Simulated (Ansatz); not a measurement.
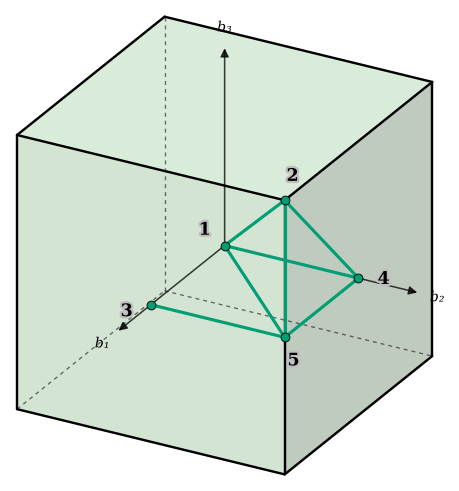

For SiNi, the input geometry of an electronic-structure calculation (not necessarily at equilibrium): the first Brillouin zone of a simple cubic lattice (cP; extended symbol cP1) is drawn with its special points numbered. Symmetry computed with spglib at a tolerance of 0.002 Å; standard conventional cell.

a = 4.497 Å, b = 4.497 Å, c = 4.497 Å, α = 90.00°, β = 90.00°, γ = 90.00°.

Labels and path follow the convention of Hinuma et al. (2017), as computed by seekpath; the arrows show the directions of the reciprocal primitive vectors b₁, b₂, b₃, in which coordinates are given.

Q: Give the label and coordinates of each numbered point.

A:
| no. | label | coordinates |
| --- | --- | --- |
| 1 | Γ | (0, 0, 0) |
| 2 | R | (1/2, 1/2, 1/2) |
| 3 | X₁ | (1/2, 0, 0) |
| 4 | X | (0, 1/2, 0) |
| 5 | M | (1/2, 1/2, 0) |
